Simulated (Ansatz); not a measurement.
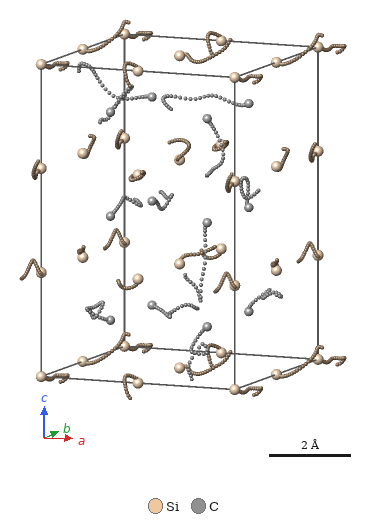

Molecular dynamics of a 24-atom cell of SiC (built on the CsCl type), 90 fs long. Dots mark each atom's position at evenly spaced times, in the colour of its element; spheres stand at the starting positions. Seen slightly off an axis in the simulation cell.

These are results of DFT, PBE, plane waves, PAW (Ansatz 0.2.0), not measurements. Run with plane-wave cutoff 420 eV; k-point mesh 4 × 4 × 2; Fermi-Dirac smearing 0.039 eV; constant energy (NVE); velocities drawn for 450 K; time step 3 fs.

### How do the atoms move?

Root-mean-square distances from the starting positions over the second half, with the common drift of all atoms taken out: C 1.25 Å, Si 0.60 Å. The potential energy sinks well below that of the force-free first frame, so the starting arrangement isn't stable at these settings: the atoms shift into a lower-energy one. Bond changes: one C–C bond forms at about 54 fs; 2 Si–Si bonds form between 63 fs and 78 fs; 7 C–Si bonds form between 66 fs and 90 fs; 5 C–Si bonds break between 69 fs and 87 fs; one Si–Si bond breaks at about 84 fs. Over the second half the temperature averages 4528 K (spread ±351 K). It is well above the start because potential energy is released as heat. The potential energy in the second half lies on average 509 meV per atom below the first frame.

Limits of the set-up: the k-point mesh is coarse for a cell with partly filled bands.

Cost: 110 s on 4 threads of AMD EPYC 9R14 (Zen 4), on a shared host, peak memory 0.89 GiB.
